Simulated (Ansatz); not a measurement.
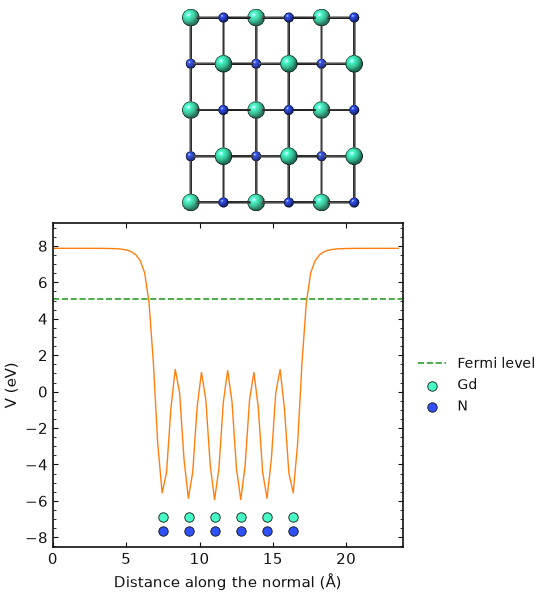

Plane-averaged electrostatic potential energy of an electron across the slab; circles at the bottom mark the heights of the atoms. The structure is drawn too.

Calculation on a (110) slab cut from GdN (Fm-3m), unrelaxed, ended by GdN planes, 12 atoms in the cell; a = 3.54 Å, b = 5.00 Å, c = 23.84 Å, α = 90.00°, β = 90.00°, γ = 90.00°.

Method: DFT PBE+U, scalar-relativistic, plane waves, PAW, Ueff = 6 eV on Gd f, spin-polarised, 8×6×1 k mesh, 420 eV cutoff (Ansatz 0.2.0).

### Read off the work function of each face.

The work function is 2.78 eV, the same on both faces. The two vacuum levels agree, so the slab has no net dipole along its normal.

### How thick are slab and vacuum?

The outermost atoms are 8.8 Å apart, which leaves 15.0 Å of vacuum in a cell 23.8 Å high.

The run may have settled in a state above the lowest, so this need not be the ground state. The atoms aren't at rest in this cell (largest force 1.4 eV/Å), so the relaxed material can differ. Spin-orbit coupling is left out, which matters for Gd.
